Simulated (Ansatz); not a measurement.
Single-point calculation of AlNi$_{2}$

System: AlNi$_{2}$ (P-3m1, 6 atoms in the cell).
Method: DFT PBEsol, scalar-relativistic, plane waves, PAW, spin-polarised (Ansatz 0.2.0).

The structure derives from a Materials Project entry. Figures and captions count atoms from 1; the log counts them from 0 in places.

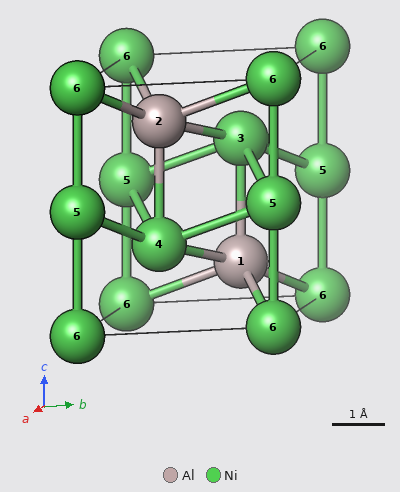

Figure 1. The structure (ball-and-stick view of the cell of the calculation, seen slightly off an axis; atoms are numbered from 1 in the order of the input). An atom can appear more than once, as a periodic image.

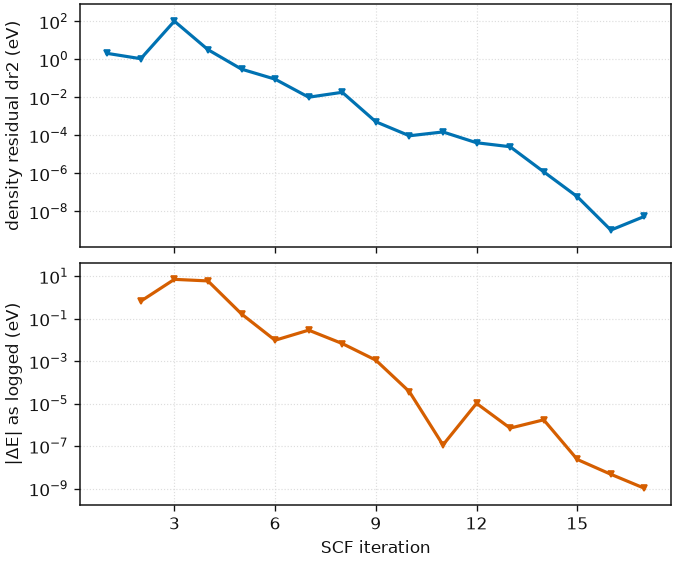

Figure 2. Convergence of the self-consistent field: density residual dr2 and size of the energy change against the SCF iteration. The residual falls unevenly and jumps up by a factor of two or more 2 times on the way down.

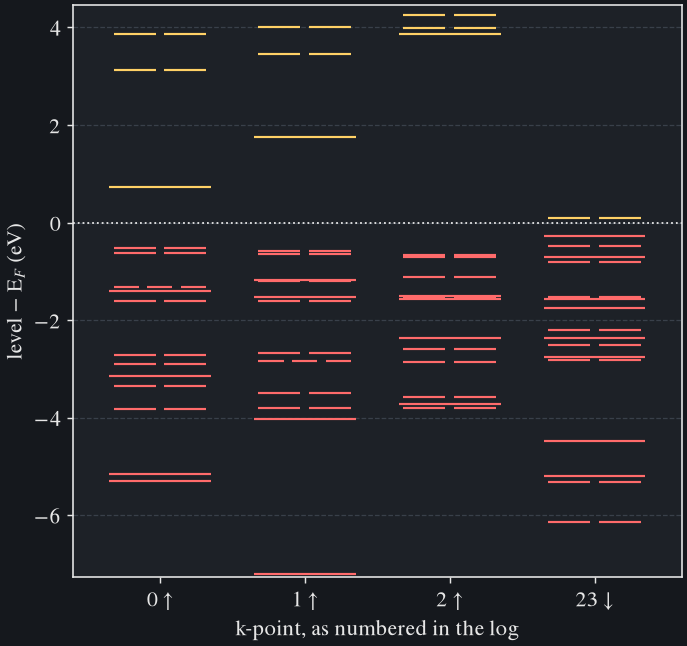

Figure 3. Kohn–Sham levels near the Fermi level (dotted) at the few k-points that the log prints; levels within 0.02 eV of each other stand side by side. The system is metallic on the full mesh.

These pictures come from the run below.

Input file:
```yaml
crystal:
  lattice:
    - [3.9740030242, 0.0, 0.0]
    - [-1.9870015121, 3.4415875737, 0.0]
    - [0.0, 0.0, 4.90425882]
  atoms:
    - { symbol: Al, position: [0.33333333, 0.66666667, 0.18987406] }
    - { symbol: Al, position: [0.66666667, 0.33333333, 0.81012594] }
    - { symbol: Ni, position: [0.33333333, 0.66666667, 0.68511004], spin: 2.0 }
    - { symbol: Ni, position: [0.66666667, 0.33333333, 0.31488996], spin: 2.0 }
    - { symbol: Ni, position: [0.0, 0.0, 0.5], spin: 2.0 }
    - { symbol: Ni, position: [0.0, 0.0, 0.0], spin: 2.0 }
basis:
  ecutwfc: 420
kpoints:
  mp_grid: { grid: [6, 6, 4] }
hamiltonian:
  xc: pbesol
scf:
  occupations: { method: gaussian, width: 0.1 }
  lower_state_search: "off"
output:
  forces: true
  stress: true
  eigenvalues: true
  populations: true
magnetization:
  spin_polarized: true
```

Launched with:
```bash
ansatz run input.yaml --threads 1 --pin off --max-ram 2560MiB --backend cpu --events-out ev --progress --plain --runs-dir out
```

Output:
```
Engine: ansatz 0.2.0, x86_64-unknown-linux-gnu
Pseudopotentials: kind: paw
Pseudopotential: Al, paw, valence charge 3, recommended cutoff 420 eV (normal), Al.paw.azcp
Pseudopotential: Ni, paw, valence charge 18, recommended cutoff 420 eV (normal), Ni.paw.azcp
Functional definition: PBEsol
  exchange = pbesol_x
  correlation = pbesol_c
Crystal: 6 atoms, lattice volume = 67.075 Å³
Basis set: ecut = 420 eV, 1337 PW (Γ), exchange–correlation on 54×54×72 points (8 copies of the dense FFT grid, shifted against one another)
Bands: 52, of which v1, the nominal top of the filled ones, is band 39 counted from 1 (38 counted from 0)
Symmetry: 12 space group operations
Space group: P-3m1 (ITA 164), of the structure as read, at distance tolerance 4.1e-5 Å
Magnetic group: BNS 164.85 (UNI 1315), of the structure as read, at distance tolerance 4.1e-5 Å
k-points: 24 of 144
Non-local potential: Al, projectors of the file, l = 0: 2, l = 1: 2, l = 2: 1
Non-local potential: Ni, projectors of the file, l = 0: 3, l = 1: 2, l = 2: 3, l = 3: 1
PAW form: soft (Blöchl's): semilocal exchange-correlation on the pseudo side does not see the compensation charge
PAW frozen core: Al, regenerated for the run's functional, and the local potential with it (the file was generated under x = pbe(κ = 0.804, μ = 0.2195149727645171), c = pbe(β = 0.06672455060314922))
PAW frozen core: Ni, regenerated for the run's functional, and the local potential with it (the file was generated under x = pbe(κ = 0.804, μ = 0.2195149727645171), c = pbe(β = 0.06672455060314922))
PAW one-centre angular grid: Al, 110 points (default); XC on 64 Gauss nodes
PAW one-centre angular grid: Ni, 590 points (default); XC on 64 Gauss nodes
Initial density: superposition of atomic densities (chi_scale 0.1, normalization cell)
Starting moments: Σ|m| = 8 μB on 4 of 6 sites
Initial wavefunctions: pseudopotential atomic-orbital guess
Functional: x = pbesol(κ = 0.804, μ = 0.12345679012345678), c = pbesol(β = 0.046)
iter 1 solved again at ethr=2.68e-3 eV; its pass at ethr=3.10e-3 eV (dr2=2.09e0 eV) is discarded
SCF iter   1: F=—  HF=-24270.365815 eV  |F-HF|=—  |Δ(HF+E_count)|=         —  Δρ=1.67e-1 (↑1.23e-1 ↓1.67e-1)  dr2=2.06e0  dr2_m=1.28e1  M=2.322 μB ∫|m|=2.865 μB  β_m=0.30  ethr=2.68e-3  ⟨swp⟩=1.4  Hψ=13218  notcnv=0
Mixer restart at iter 1: flushing history
preconditioner: auto → Kerker (q_TF=auto, 2.798 Å⁻¹)  [metal: Δε(μ)=0.022 eV  Ē_g=9.720 eV  σ=0.100 eV  W_gap=0.12  n_scr=22 (ndim 8)  ℏωp=30.8 eV  f_vac=0.000  D(μ)=4.40/eV (n_scr^D=52)]
spin=Collinear: Kerker preconditioning applied to the charge; magnetization (m = ρ↑ − ρ↓) channel mixes plain (no charge-response kernel on spin).
spin-set hold released at iteration 1 (the charge has settled, or the pull on large starting moments outlasts its swing): the magnetisation degrees of freedom join the quasi-Newton model from the next iteration; the mixer history was flushed
SCF iter   2: F=—  HF=-24271.035637 eV  |F-HF|=—  |Δ(HF+E_count)|=   6.70e-1  Δρ=1.22e-1 (↑1.07e-1 ↓1.22e-1)  dr2=1.08e0  dr2_m=7.87e0  M=1.950 μB ∫|m|=2.514 μB  β_m=0.65  ethr=2.64e-3  ⟨swp⟩=2.1  Hψ=3125  notcnv=0
SCF iter   3: F=—  HF=-24278.205114 eV  |F-HF|=—  |Δ(HF+E_count)|=    7.17e0  Δρ=2.68e-1 (↑1.74e-1 ↓2.68e-1)  dr2=1.02e2  dr2_m=1.68e0  M=1.060 μB ∫|m|=1.319 μB  β_m=0.33  ethr=1.38e-3  ⟨swp⟩=3.9  Hψ=6164  notcnv=0  defer=143  recentre
SCF iter   4: F=—  HF=-24272.167125 eV  |F-HF|=—  |Δ(HF+E_count)|=    6.04e0  Δρ=6.90e-2 (↑3.44e-2 ↓6.90e-2)  dr2=3.24e0  dr2_m=9.75e-1  M=0.752 μB ∫|m|=1.114 μB  β_m=0.32  ethr=1.38e-3  ⟨swp⟩=3.1  Hψ=5462  notcnv=0  defer=264
SCF iter   5: F=—  HF=-24271.999294 eV  |F-HF|=—  |Δ(HF+E_count)|=   1.68e-1  Δρ=1.81e-2 (↑1.56e-2 ↓1.81e-2)  dr2=3.05e-1  dr2_m=8.99e-2  M=0.217 μB ∫|m|=0.522 μB  β_m=0.31  ethr=1.38e-3  ⟨swp⟩=2.2  Hψ=3747  notcnv=0  defer=262
SCF iter   6: F=—  HF=-24271.989603 eV  |F-HF|=—  |Δ(HF+E_count)|=   9.69e-3  Δρ=9.40e-3 (↑8.61e-3 ↓9.40e-3)  dr2=9.07e-2  dr2_m=2.55e-2  M=0.106 μB ∫|m|=0.333 μB  β_m=0.54  ethr=3.92e-4  ⟨swp⟩=2.0  Hψ=2924  notcnv=0  defer=262
SCF iter   7: F=—  HF=-24272.018581 eV  |F-HF|=—  |Δ(HF+E_count)|=   2.90e-2  Δρ=4.14e-3 (↑3.12e-3 ↓4.14e-3)  dr2=1.02e-2  dr2_m=4.50e-3  M=-0.002 μB ∫|m|=0.084 μB  β_m=0.66  ethr=1.16e-4  ⟨swp⟩=2.1  Hψ=3517  notcnv=0  defer=262
SCF iter   8: F=—  HF=-24272.025361 eV  |F-HF|=—  |Δ(HF+E_count)|=   6.78e-3  Δρ=3.07e-3 (↑3.07e-3 ↓2.81e-3)  dr2=1.85e-2  dr2_m=9.76e-5  M=0.001 μB ∫|m|=0.014 μB  β_m=0.71  ethr=1.31e-5  ⟨swp⟩=2.1  Hψ=3401  notcnv=0  defer=262
SCF iter   9: F=—  HF=-24272.024238 eV  |F-HF|=—  |Δ(HF+E_count)|=   1.12e-3  Δρ=6.98e-4 (↑4.78e-4 ↓6.98e-4)  dr2=5.22e-4  dr2_m=4.17e-5  M=-0.003 μB ∫|m|=0.007 μB  β_m=0.78  ethr=1.31e-5  ⟨swp⟩=1.8  Hψ=2655  notcnv=0  defer=262
SCF iter  10: F=—  HF=-24272.024275 eV  |F-HF|=—  |Δ(HF+E_count)|=   3.66e-5  Δρ=3.49e-4 (↑1.53e-4 ↓3.49e-4)  dr2=9.56e-5  dr2_m=1.10e-5  M=0.000 μB ∫|m|=0.003 μB  β_m=0.89  ethr=6.69e-7  ⟨swp⟩=1.1  Hψ=2373  notcnv=0  defer=262
SCF iter  11: F=—  HF=-24272.024275 eV  |F-HF|=—  |Δ(HF+E_count)|=   1.13e-7  Δρ=3.01e-4 (↑3.01e-4 ↓2.68e-4)  dr2=1.52e-4  dr2_m=7.99e-7  M=0.000 μB ∫|m|=0.001 μB  β_m=0.89  ethr=1.23e-7  ⟨swp⟩=2.0  Hψ=3494  notcnv=0  defer=262
SCF iter  12: F=—  HF=-24272.024264 eV  |F-HF|=—  |Δ(HF+E_count)|=   1.03e-5  Δρ=1.58e-4 (↑1.58e-4 ↓1.28e-4)  dr2=4.11e-5  dr2_m=4.99e-7  M=-0.000 μB ∫|m|=0.001 μB  β_m=0.87  ethr=1.23e-7  ⟨swp⟩=2.1  Hψ=3024  notcnv=0  defer=262
SCF iter  13: F=—  HF=-24272.024263 eV  |F-HF|=—  |Δ(HF+E_count)|=   7.04e-7  Δρ=1.14e-4 (↑1.04e-4 ↓1.14e-4)  dr2=2.54e-5  dr2_m=5.49e-8  M=-0.000 μB ∫|m|=0.000 μB  β_m=0.64  ethr=5.27e-8  ⟨swp⟩=1.5  Hψ=2353  notcnv=0  defer=262
SCF iter  14: F=—  HF=-24272.024262 eV  |F-HF|=—  |Δ(HF+E_count)|=   1.73e-6  Δρ=2.61e-5 (↑2.61e-5 ↓2.39e-5)  dr2=1.22e-6  dr2_m=2.43e-8  M=-0.000 μB ∫|m|=0.000 μB  β_m=0.64  ethr=3.26e-8  ⟨swp⟩=1.3  Hψ=2274  notcnv=0  defer=262
iter 15 did not close the SCF: its close was put off for a magnetic moment that had not settled (scf_convergence_deferred on its scf_iter line)
SCF iter  15: F=-24272.024262 eV  HF=-24272.024262 eV  |F-HF|=5.36e-8  |Δ(HF+E_count)|=   2.35e-8  Δρ=6.90e-6 (↑6.29e-6 ↓6.90e-6)  dr2=6.01e-8  dr2_m=4.55e-9  M=-0.000 μB ∫|m|=0.000 μB  β_m=0.71  ethr=1.28e-10  ⟨swp⟩=9.0  Hψ=11752  notcnv=0
iter 16 did not close the SCF: its close was put off for a magnetic moment that had not settled (scf_convergence_deferred on its scf_iter line)
SCF iter  16: F=-24272.024262 eV  HF=-24272.024262 eV  |F-HF|=1.53e-10  |Δ(HF+E_count)|=   4.70e-9  Δρ=1.47e-6 (↑1.47e-6 ↓6.16e-7)  dr2=1.05e-9  dr2_m=3.94e-10  M=-0.000 μB ∫|m|=0.000 μB  β_m=0.85  ethr=7.70e-11  ⟨swp⟩=2.1  Hψ=7197  notcnv=0
SCF iter  17: F=-24272.024262 eV  HF=-24272.024262 eV  |F-HF|=5.46e-9  |Δ(HF+E_count)|=   1.03e-9  Δρ=1.76e-6 (↑1.53e-6 ↓1.76e-6)  dr2=5.51e-9  dr2_m=4.00e-11  M=-0.000 μB ∫|m|=0.000 μB  ethr=1.35e-12  ⟨swp⟩=1.0  Hψ=5985  notcnv=0
WARN: the starting moments were not kept: the SCF closed with an absolute magnetisation of 7.9e-6 μB, where they sum to 8 μB in size (4 sites). That is at most 0.1 of that sum. Measured as dr2_m measures the in/out step, that magnetisation stands 7.6e-11 eV from none, at or under the dr2_threshold of 1.0e-7 eV: it is no larger than a step whose dr2_m would equal this threshold. The system may hold no moment; this SCF shows only that its start led to no more than that. To try another start: raise the starting moments (crystal.atoms[].spin, magnetization.per_species, magnetization.initial_magnetization, or on a non-collinear deck that types none of these the spinor_matrix: blocks that start its atoms; where the total moment is fixed, keep their sum and leave initial_magnetization as it is; typed ones take the place of any that the run laid by itself, positive ones on a crystal's lanthanoids without a Hubbard term where scf.initial_density.shell_occupations: [] is typed) or, if the notice of its spin-set hold's release reads "site moments contracting" or "site moments show no strong build", lengthen the hold (scf.mixing.spin_hold: { on: { confirm: 4 } }; for m-r²SCAN on two components see the key's manual first). Each may lead to a state that holds a moment. A second SCF, from the converged charge density, with the starting moments and any scf.initial_density.shell_occupations laid on it anew, would have followed, and was not run: the deck does not ask for one (magnetization.retry_lost_moments is false, the default). To let it run, set magnetization.retry_lost_moments: true and run the deck again, where that key's refused combinations let it; where memory then withholds it, that run's warning says so.
SCF 1 converged in 17 iterations: F = -24272.024262 eV  dr2 = 5.51e-9
  greatest PAW one-centre occupation: 1.001 electrons in one spin orbital (limit 2), on the Ni atom at site 3 (counted from 0), in its partial waves of l = 1
SCF converged after 17 iterations
Magnetization: -0.0000 μB (39.0000 up, 39.0000 down)
Absolute magnetization: 0.0000 μB (∫|ρ↑−ρ↓|, with the PAW one-centre terms)
Spin contamination: 0.0000 ħ² per cell (⟨S²⟩ above its minimum at these occupations)
Per-site moments (μB) at R_I (Å): [(7.312435017501184e-9, 0.9796451741981934), (7.312434930242485e-9, 0.9796451741981934), (-6.586250793686423e-8, 0.9796451741981934), (-6.586250784629282e-8, 0.9796451741981934), (-4.836865894212057e-6, 1.011503381625), (4.7397121205866413e-7, 1.011503381625)]
Free energy (F): -24272.024262 eV
Harris-Foulkes:  -24272.024262 eV  (|F-HF|=5.46e-9)
Internal energy: -24272.008040 eV  (E = F + TS)
E sigma→0 (E₀):  -24272.016151 eV
Entropy (-TS):   -0.016221 eV (-2.704 meV/atom)
Fermi energy:    15.608594 eV
--- Per-component energies (eV) ---
  E_band       = -1246.412319
  E_kinetic    = 1193.808504
  E_local      = -16576.504840  (includes V_loc(G=0)·N_el)
  E_nonlocal   = 2573.723448
  E_hartree    = 7091.401983
  E_xc         = -421.760920
  E_vxc        = -502.202559  (∫ρ·V_xc dr)
  E_paw        = -7298.405167  (= ΣΔE_a)
  E_vpaw       = -2118.040726  (= ΣTr[D̂ρ^β])
  E_aug_tail   = 0.002047  (compensation charges beyond the density's cutoff)
  E_ewald      = -10835.100529
  E_core_change = 0.827433  (= ΣΔE_core)
  E_smearing   = -0.016221  (= −TS)
  E_closure    = -0.000000  (closes the sum)
  Σ components = -24272.024262   (vs F -24272.024262, Δ=0.00e0)
--- Forces (eV/Å), atoms counted from 1 ---
  atom   1  Al    -0.00000000    -0.00000000     0.05653941
  atom   2  Al     0.00000000     0.00000000    -0.05653941
  atom   3  Ni     0.00000000     0.00000000     0.00098049
  atom   4  Ni    -0.00000000    -0.00000000    -0.00098049
  atom   5  Ni    -0.00000000    -0.00000000     0.00000000
  atom   6  Ni    -0.00000000     0.00000000     0.00000000
  max |Σ_I F_I| component: 1.85e-17 eV/Å
--- Stress (GPa, compression-positive) ---
        0.043286       0.000000      -0.000000
        0.000000       0.043286       0.000000
       -0.000000       0.000000       0.382277
  P = ⅓ Tr σ = 0.1563 GPa (1.563 kbar)
--- Band table (eV; the first three rows and the last of 48) ---
  k-point 0 ↑: bands = ["-87.2522", "-87.1827", "-87.1805", "-86.9149", "-47.8283", "-47.8283", "-47.7869", "-47.7761", "-47.7632", "-47.7320", "-47.7320", "-47.7309", "-47.7309", "-47.4561", "-47.4543", "-47.4543", "4.9643", "10.3071", "10.4611", "11.7800", "11.7800", "12.2615", "12.2615", "12.4633", "12.7027", "12.7027", "12.8950", "12.8950", "14.0034", "14.0034", "14.2078", "14.2806", "14.2868", "14.2868", "14.9831", "14.9831", "15.0981", "15.0981", "16.3475", "18.7453", "18.7453", "19.4778", "19.4778", "20.4853", "22.3122", "22.4071", "22.4071", "22.4754", "24.8167", "24.8167", "25.4123", "25.4123"]
  k-point 1 ↑: bands = ["-87.2521", "-87.1828", "-87.1804", "-86.9150", "-47.8281", "-47.8281", "-47.7840", "-47.7719", "-47.7631", "-47.7330", "-47.7330", "-47.7300", "-47.7300", "-47.4637", "-47.4543", "-47.4543", "5.3537", "8.4041", "11.5941", "11.8048", "11.8048", "12.1120", "12.1120", "12.7743", "12.7793", "12.7793", "12.9469", "12.9469", "13.9964", "13.9964", "14.0749", "14.4029", "14.4029", "14.4364", "14.9582", "14.9582", "15.0232", "15.0232", "17.3719", "19.0735", "19.0735", "19.6252", "19.6252", "20.4850", "21.5516", "21.5516", "21.6936", "22.8592", "22.9740", "22.9740", "24.5350", "26.3402"]
  k-point 2 ↑: bands = ["-87.2520", "-87.1828", "-87.1804", "-86.9151", "-47.8279", "-47.8279", "-47.7826", "-47.7669", "-47.7617", "-47.7337", "-47.7337", "-47.7295", "-47.7295", "-47.4717", "-47.4543", "-47.4543", "6.2193", "6.9117", "11.8129", "11.8129", "11.8907", "12.0410", "12.0410", "12.7554", "12.7554", "13.0168", "13.0168", "13.2364", "14.0346", "14.0578", "14.0578", "14.1102", "14.4959", "14.4959", "14.9088", "14.9088", "14.9494", "14.9494", "19.4699", "19.5970", "19.5970", "19.8665", "19.8665", "20.7698", "20.7698", "20.9437", "21.0504", "21.7920", "21.8612", "21.8612", "23.5343", "24.4093"]
  k-point 23 ↓: bands = ["-87.2519", "-87.1813", "-87.1813", "-86.9158", "-47.8301", "-47.8301", "-47.7732", "-47.7729", "-47.7729", "-47.7324", "-47.7324", "-47.7279", "-47.7274", "-47.4666", "-47.4548", "-47.4548", "9.4696", "9.4696", "10.2845", "10.2845", "10.4068", "11.1272", "12.7932", "12.7932", "12.8637", "13.0945", "13.0945", "13.2397", "13.4037", "13.4037", "13.8498", "14.0377", "14.0806", "14.0806", "14.7922", "14.7922", "14.9096", "15.1253", "15.1253", "15.3376", "15.7034", "15.7034", "23.6770", "23.8523", "23.8523", "23.9752", "23.9752", "24.5272", "24.6305", "24.6305", "25.4617", "26.3082"]
--- Löwdin populations: 6 sites ---
  site symbol       q [e]    m [muB]
     0     Al      3.5108     0.0000
     1     Al      3.5108     0.0000
     2     Ni     17.5846    -0.0000
     3     Ni     17.5846    -0.0000
     4     Ni     17.5704    -0.0000
     5     Ni     17.5362     0.0000
  spilling = 0.009007 (of n_electrons = 78.000000)
```

File populations.tsv:
```
# site	symbol	l	j	q_up	q_dn
# orbitals = lowdin
# n_electrons = 78.000000
# spilling = 0.009007
0	Al	0_3S	-	0.521251	0.521251
0	Al	1_3P	-	1.234169	1.234169
1	Al	0_3S	-	0.521251	0.521251
1	Al	1_3P	-	1.234169	1.234169
2	Ni	0_3S	-	0.990880	0.990880
2	Ni	0_4S	-	0.306437	0.306437
2	Ni	1_3P	-	2.995801	2.995801
2	Ni	2_3D	-	4.499189	4.499190
3	Ni	0_3S	-	0.990880	0.990880
3	Ni	0_4S	-	0.306437	0.306437
3	Ni	1_3P	-	2.995801	2.995801
3	Ni	2_3D	-	4.499189	4.499190
4	Ni	0_3S	-	0.995429	0.995429
4	Ni	0_4S	-	0.336088	0.336088
4	Ni	1_3P	-	2.998265	2.998265
4	Ni	2_3D	-	4.455413	4.455418
5	Ni	0_3S	-	0.991722	0.991722
5	Ni	0_4S	-	0.288728	0.288728
5	Ni	1_3P	-	2.996531	2.996531
5	Ni	2_3D	-	4.491110	4.491110
```

Summary:

```json
{"quantity": "outcome", "value": "converged"}
{"quantity": "space group (tolerance 0.01 Å)", "value": "P-3m1 (164)"}
{"quantity": "electrons treated", "value": "78"}
{"quantity": "free energy", "value": "−24272.0243 eV"}
{"quantity": "Fermi energy", "value": "15.609 eV"}
{"quantity": "gap on the k-point mesh", "value": "none (metallic)"}
{"quantity": "net moment of the cell", "value": "0.00 μB"}
{"quantity": "integrated absolute moment", "value": "0.00 μB"}
{"quantity": "pressure", "value": "0.16 GPa"}
{"quantity": "largest force (length of the vector)", "value": "0.057 eV/Å"}
{"quantity": "hardware", "value": "1 thread of Intel Xeon @ 2.50GHz (Skylake/Cascade Lake), 189 GiB of memory available, shared host"}
{"quantity": "wall time", "value": "39 s"}
{"quantity": "peak memory", "value": "0.45 GiB"}
```

Notes:

Warnings of the run: some starting moments were not kept.
